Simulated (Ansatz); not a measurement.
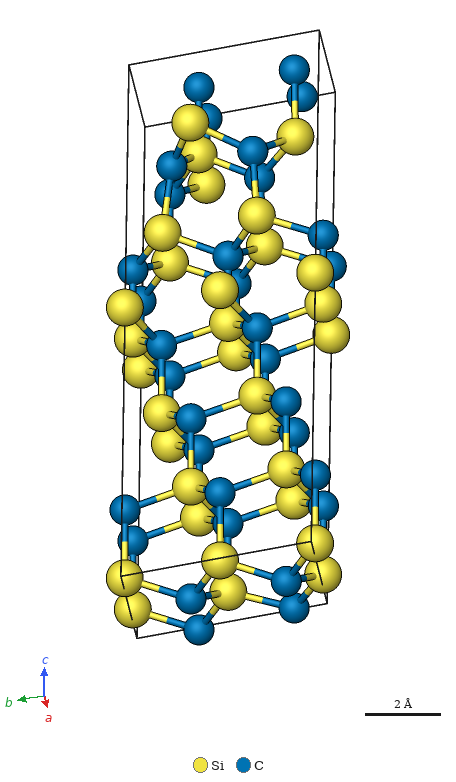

**Figure 1.** The input geometry (ball-and-stick view of the cell of the calculation, seen at an oblique angle). An atom can appear more than once, as a periodic image. Near neighbours in the periodic cell (some may lie outside the picture): Si has 4 C at 1.84 to 1.91 Å; C has 4 Si at 1.86 to 1.91 Å; C has 3 Si at 1.84 to 1.87 Å.

# Single-point calculation of Si23C24 (part 1 of 2)

Si23C24 (defect cell, 47 atoms in the cell), computed with DFT PBE, scalar-relativistic, plane waves, PAW, spin-polarised (Ansatz 0.2.0).

The structure derives from an entry of the Crystallography Open Database.

### The input
```yaml
crystal:
  lattice:
    - [-6.1556, 0.0, 0.0]
    - [-3.0778, -5.335, 0.0]
    - [-3.0778, 0.0, 15.1219]
  atoms:
    - { symbol: Si, position: [0.4885334171, 0.1608342195, 0.8620419396] }
    - { symbol: Si, position: [0.9795660129, 0.669770795, 0.8620368949] }
    - { symbol: Si, position: [0.4885839082, 0.6696997247, 0.8620319882] }
    - { symbol: Si, position: [0.9043104687, 0.8336641851, 0.3576037258] }
    - { symbol: Si, position: [0.4042632948, 0.8343925491, 0.356968835] }
    - { symbol: Si, position: [0.9055553303, 0.3328298749, 0.3569947328] }
    - { symbol: Si, position: [0.4044983637, 0.3328319469, 0.3569973497] }
    - { symbol: Si, position: [0.9878559337, 0.5002034546, 0.5239562768] }
    - { symbol: Si, position: [0.4894234907, 0.5001502155, 0.5208842134] }
    - { symbol: Si, position: [0.9877881989, 0.0001655376, 0.5240327669] }
    - { symbol: Si, position: [0.4878857203, 0.0001619231, 0.5240351001] }
    - { symbol: Si, position: [0.7379935127, 0.4988862429, 0.0250578602] }
    - { symbol: Si, position: [0.2370275969, 0.5001768682, 0.025675921] }
    - { symbol: Si, position: [0.7381142744, 1.0006200109, 0.0249512196] }
    - { symbol: Si, position: [0.2362025378, 1.0006126167, 0.0249407953] }
    - { symbol: Si, position: [0.7372924566, 0.833487607, 0.6918070423] }
    - { symbol: Si, position: [0.2402132914, 0.8301247598, 0.6892856025] }
    - { symbol: Si, position: [0.7352352656, 0.3351654859, 0.689243408] }
    - { symbol: Si, position: [0.2402324611, 0.3351585131, 0.6892273231] }
    - { symbol: Si, position: [0.821343705, 0.166523014, 0.1906863893] }
    - { symbol: Si, position: [0.3211614781, 0.1662945521, 0.1912707954] }
    - { symbol: Si, position: [0.8204391624, 0.6669343672, 0.1917153531] }
    - { symbol: Si, position: [0.3208201276, 0.6669480214, 0.1917115673] }
    - { symbol: C, position: [0.9245875566, 0.5003972406, 0.6502935545] }
    - { symbol: C, position: [0.4278948951, 0.5002376189, 0.6438312156] }
    - { symbol: C, position: [0.9246038254, 1.0001407443, 0.6503457246] }
    - { symbol: C, position: [0.4247778491, 1.0001147887, 0.6503488355] }
    - { symbol: C, position: [0.673785553, 0.5011837929, 0.1511521633] }
    - { symbol: C, position: [0.1746130361, 0.5001030439, 0.1505875461] }
    - { symbol: C, position: [0.6740292975, -0.0007666352, 0.1509402864] }
    - { symbol: C, position: [0.1756875978, -0.0007629439, 0.1509342009] }
    - { symbol: C, position: [0.9199270941, 0.1668934846, 0.9931392173] }
    - { symbol: C, position: [0.4244781501, 0.1661327671, 0.9847782398] }
    - { symbol: C, position: [0.9234484034, 0.6671281192, 0.9847597064] }
    - { symbol: C, position: [0.4245811444, 0.6671101079, 0.9847555206] }
    - { symbol: C, position: [0.8417066234, 0.8335536349, 0.4829111717] }
    - { symbol: C, position: [0.3415633578, 0.8349790962, 0.4817664457] }
    - { symbol: C, position: [0.8437983846, 0.3326064253, 0.4817958846] }
    - { symbol: C, position: [0.3416773704, 0.3326081066, 0.481798525] }
    - { symbol: C, position: [0.6744620313, 0.8335565275, 0.817397933] }
    - { symbol: C, position: [0.2020228504, 0.7839467735, 0.8119001778] }
    - { symbol: C, position: [0.6277947278, 0.3582323636, 0.8118717345] }
    - { symbol: C, position: [0.2020682177, 0.3583487263, 0.8118546082] }
    - { symbol: C, position: [0.7585811864, 0.1665508745, 0.3161684079] }
    - { symbol: C, position: [0.2585670502, 0.1669853331, 0.3157661055] }
    - { symbol: C, position: [0.7586125685, 0.6666367855, 0.3166390944] }
    - { symbol: C, position: [0.258003505, 0.6666371736, 0.3166368387] }
magnetization:
  spin_polarized: true
basis:
  ecutwfc: 420
  fft_grid_basis: typed
kpoints:
  mp_grid: { grid: [2, 2, 2] }
hamiltonian:
  xc: pbe
  pseudopotentials: { kind: paw }
scf:
  occupations: { method: gaussian, width: 0.05 }
  n_extra_bands: 17
output:
  forces: true
  stress: false
  eigenvalues: true
  bader: false
  write_density: false
  volumetric_format: npy
  populations: true
  band_densities:
    - { e_range: [-0.8, -0.19] }
    - { e_range: [0.2, 0.81] }
    - { e_range: [0.18, 1.05] }
  dos:
    e_range: [-30, 8]
    de: 0.02
    method: { smearing: { sigma: 0.03, scheme: gaussian } }
    projected: { site_lists: { C: [C], Si: [Si] } }
checkpoint:
  read: start.run
  write: ck
  compress: false
  write_wavefunctions: false
  write_every: 100000
```

Hardware: 4 threads of Arm Neoverse N1, 98 GiB of memory available, shared host.

Launched with:
```bash
ansatz run input.yaml --threads 4 --pin off --max-ram 10240MiB --backend cpu --events-out ev --progress --plain --runs-dir out
```

### Output
```
Warning: checkpoint.read: spin seed differs: saved 83c4acc0a5a4…, current 41879481ceb7…; the loaded state replaces the seed-built initial guess (but the starting_ns of a DFT+U solve that opens without the state's occupation matrices), so the run may converge into the producing seed's basin, or, where the symmetry group that follows from this deck's starting moments and starting_ns does not hold the saved magnetisation, lose that magnetisation at its first build. Where atoms have moved since the state was saved, this difference can also decide whether moments are moved with them. A self-consistent run of this deck without the state starts from its starting moments and, under a DFT+U term, its starting_ns
scf.n_extra_bands = 17 over 94 filled bands (N_el = 188.0): the run solves 111 bands
Engine: ansatz 0.2.0, aarch64-unknown-linux-gnu
Pseudopotentials: kind: paw
Pseudopotential: Si, paw, valence charge 4, recommended cutoff 420 eV (normal), Si.paw.azcp
Pseudopotential: C, paw, valence charge 4, recommended cutoff 420 eV (normal), C.paw.azcp
Functional definition: PBE
  parameter kappa = 0.804
  parameter beta = 0.06672455060314922
  exchange = pbe_x(kappa = kappa, mu = beta*pi^2/3)
  correlation = pbe_c(beta = beta)
Crystal: 47 atoms, lattice volume = 496.605 Å³
Basis set: ecut = 420 eV, 9737 PW (Γ), exchange–correlation on 90×90×216 points (8 copies of the dense FFT grid, shifted against one another)
Bands: 111, of which v1, the nominal top of the filled ones, is band 94 counted from 1 (93 counted from 0)
Symmetry: 1 space group operations
Space group: P1 (ITA 1), of the structure as read, at distance tolerance 7.9e-5 Å
k-points: 8
Non-local potential: Si, projectors of the file, l = 0: 2, l = 1: 2, l = 2: 2
Non-local potential: C, projectors of the file, l = 0: 2, l = 1: 2, l = 2: 1
PAW form: soft (Blöchl's): semilocal exchange-correlation on the pseudo side does not see the compensation charge
PAW one-centre angular grid: Si, 110 points (default); XC on 64 Gauss nodes
PAW one-centre angular grid: C, 110 points (default); XC on 64 Gauss nodes
Initial density: read from a saved state, or passed on in memory by an earlier SCF of this step, an earlier step, the calling program or the single point that the run made first
Stability of the state it starts from, as read at its close in the collinear treatment: not read negative (Ritz values of 1 − χ₀K, real part plus size of imaginary part, from 0.22 to 0.46, by its mixing steps under no symmetry); its run was given moments
Initial wavefunctions: pseudopotential atomic-orbital guess
Functional: x = pbe(κ = 0.804, μ = 0.2195149727645171), c = pbe(β = 0.06672455060314922)
iter 1 solved again at ethr=1.35e-7 eV; its pass at ethr=3.10e-3 eV (dr2=2.53e-4 eV) is discarded
SCF iter   1: F=—  HF=-20647.951383 eV  |F-HF|=—  |Δ(HF+E_count)|=         —  Δρ=3.87e-7 (↑3.87e-7 ↓2.96e-7)  dr2=2.96e-9  dr2_m=7.88e-11  M=-0.000 μB ∫|m|=0.000 μB  β_m=0.30  ethr=1.35e-7  ⟨swp⟩=4.0  Hψ=14560  notcnv=0
eigensolver tolerance schedule: the retry pair's looser diagonalisation over-reported the residual by 85712.31 of it (diagonalisation noise at an unbounded share of the residual, at the tolerance the schedule requests for it); recorded, not acted on — ethr = c·dr2/N_el stays at c = 1.0e-1
preconditioner: auto → Resta (q_TF=auto, 2.321 Å⁻¹)  ε∞=6.6  [insulator: Δε(μ)=0.406 eV  Ē_g=9.676 eV  σ=0.050 eV  W_gap=1.00  n_scr=102 (ndim 8)  ℏωp=22.8 eV  f_vac=0.000  D(μ)=0.00/eV (n_scr^D=0)  ε∞_Penn≈6.6]
spin=Collinear: Resta preconditioning applied to the charge; magnetization (m = ρ↑ − ρ↓) channel mixes plain (no charge-response kernel on spin).
SCF iter   2: F=—  HF=-20647.951651 eV  |F-HF|=—  |Δ(HF+E_count)|=   2.68e-4  Δρ=2.16e-7 (↑1.69e-7 ↓2.16e-7)  dr2=5.86e-10  dr2_m=6.95e-11  M=-0.000 μB ∫|m|=0.000 μB  β_m=0.27  ethr=1.57e-12  ⟨swp⟩=11.0  Hψ=8679  notcnv=0
SCF iter   3: F=-20647.951651 eV  HF=-20647.951651 eV  |F-HF|=3.64e-12  |Δ(HF+E_count)|=  1.46e-11  Δρ=1.68e-7 (↑1.51e-7 ↓1.68e-7)  dr2=3.01e-10  dr2_m=6.38e-11  M=-0.000 μB ∫|m|=0.000 μB  ethr=1.00e-12  ⟨swp⟩=1.0  Hψ=3616  notcnv=0
SCF 1 converged in 3 iterations: F = -20647.951651 eV  dr2 = 3.01e-10
  greatest PAW one-centre occupation: 0.678 electrons in one spin orbital (limit 2), on the C atom at site 40 (counted from 0), in its partial waves of l = 0
SCF converged after 3 iterations
Magnetization: -0.0000 μB (94.0000 up, 94.0000 down)
Absolute magnetization: 0.0001 μB (∫|ρ↑−ρ↓|, with the PAW one-centre terms)
Spin contamination: 0.0000 ħ² per cell (⟨S²⟩ above its minimum at these occupations)
Per-site moments (μB) at R_I (Å): [(-7.46057799008876e-8, 0.7608049019275158), (-7.321328679259454e-8, 0.7605710935348298), (-7.321816826349275e-8, 0.7606683732427777), (7.656594442723037e-9, 0.7761355758879133), (3.282432948738296e-9, 0.7757458658330131), (-9.508994787090885e-9, 0.7749965911941042), (-9.410135925001898e-9, 0.7749940007436431), (1.6612354189264566e-8, 0.7769941749997872), (-3.270788861431542e-8, 0.7669168371009614), (1.218082132723795e-8, 0.7765538993303278), (1.2354263664656234e-8, 0.7765683786779775), (8.829236730187761e-8, 0.7572554386804846), (1.1158693034877895e-9, 0.7777445258293527), (8.704820139194347e-8, 0.7570735401528341), (8.686100133651261e-8, 0.7570479129738564), (-3.0892338482645003e-9, 0.7772141650260941), (-2.7001400596227104e-8, 0.771564924247712), (-2.9286231355960457e-8, 0.771627318955294), (-2.970279796822954e-8, 0.7716826880258634), (1.7285843292543517e-8, 0.7763032064325758), (-4.720949917750606e-8, 0.7737935511082471), (-5.819021118686986e-8, 0.7742290357287032), (-5.941493693574562e-8, 0.7742211587883487), (1.633695350438326e-7, 0.7760512896930579), (2.3465083144153945e-7, 0.7669168371009614), (1.5678437300711962e-7, 0.7760064333958482), (1.5685382986993836e-7, 0.776013911709443), (-1.5889841172013652e-6, 0.7742211587883487), (5.649765874020277e-8, 0.7772065787679859), (-1.6136384033209012e-6, 0.7737935511082471), (-1.6132881894413524e-6, 0.7737998628029774), (-1.6366100672799584e-5, 0.7570479129738564), (-2.0526174430763824e-7, 0.7656912965584103), (-2.027095148561819e-7, 0.7656052373374166), (-2.0177324594482516e-7, 0.7656092972273116), (1.7269640317654542e-7, 0.7765538993303278), (5.305172182540813e-8, 0.776204491668496), (2.0910975254088146e-8, 0.7757483482555437), (2.112225931634612e-8, 0.775743884785242), (1.6823732012770252e-7, 0.772077585585337), (5.853573207354217e-6, 0.7605710935348298), (5.962753844353337e-6, 0.7608049019275158), (5.974337328497298e-6, 0.7608491486469862), (7.917320518432327e-9, 0.7768039652591605), (-1.4410438662656435e-7, 0.7749940007436431), (-1.7094800390776798e-7, 0.7761355758879133), (-1.6916068205181102e-7, 0.7761443077703766)]
Free energy (F): -20647.951651 eV
Harris-Foulkes:  -20647.951651 eV  (|F-HF|=3.64e-12)
Internal energy: -20647.951651 eV  (E = F + TS)
E sigma→0 (E₀):  -20647.951651 eV
Fermi energy:    9.641740 eV
--- Per-component energies (eV) ---
  E_band       = 596.325959
  E_kinetic    = 3208.125741
  E_local      = -2820.952764  (includes V_loc(G=0)·N_el)
  E_nonlocal   = 1222.370819
  E_hartree    = 887.712478
  E_xc         = -2471.439358
  E_vxc        = -2570.545004  (∫ρ·V_xc dr)
  E_paw        = -14177.163946  (= ΣΔE_a)
  E_vpaw       = -218.097655  (= ΣTr[D̂ρ^β])
  E_aug_tail   = 0.000298  (compensation charges beyond the density's cutoff)
  E_ewald      = -6496.604919
  E_smearing   = -0.000000  (= −TS)
  E_closure    = 0.000000  (closes the sum)
  Σ components = -20647.951651   (vs F -20647.951651, Δ=0.00e0)
```
